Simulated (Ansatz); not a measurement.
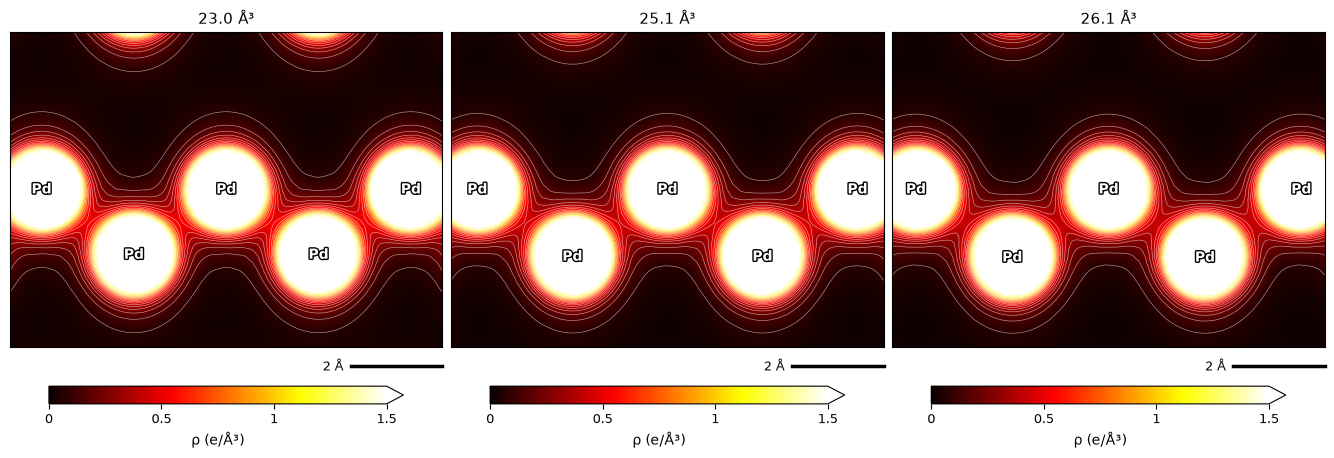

Pd. The valence pseudo-density of cells scaled evenly to different volumes (given per atom above each panel), on the (011̄) plane of each (indices in the axes of the cell below), at one length scale and on one colour scale.

A generated structure, not necessarily the stable one.

These are results of Ansatz, DFT, BLYP, plane waves (420 eV) with PAW, scalar-relativistic, not measurements.

In a PAW calculation such maps are meaningful between the atoms, not at the nuclei.

The largest cell:

```
Pd
1.0
     0.00000    3.08116    3.08116
     3.08116    0.00000    3.08116
     3.08116    3.08116    0.00000
Pd
2
Direct
  0.12500 0.12500 0.12500
  0.87500 0.87500 0.87500
```

| volume (Å³/atom) | Pd–Pd contact in the plane (Å) | ρ at its midpoint (e/Å³) | pressure (GPa) | 
| --- | --- | --- | --- |
| 22.98 | 2.462 | 0.515 | 10.0 | 
| 25.07 | 2.535 | 0.447 | 2.5 | 
| 26.12 | 2.569 | 0.418 | 0.0 | 
| 27.16 | 2.603 | ? | ? | 
| 29.25 | 2.668 | 0.347 | −4.6 | 

> What values belong in the row with question marks?

Over the known rows ln ρ falls by 1.92 per Å of Pd–Pd distance (a least-squares line), which gives 0.393 e/Å³ at 2.603 Å; the calculation gives 0.391 e/Å³. For the pressure, a straight line in volume between the neighbouring rows gives −1.5 GPa; the calculation gives −1.9, lower because pressure rises ever faster on compression.
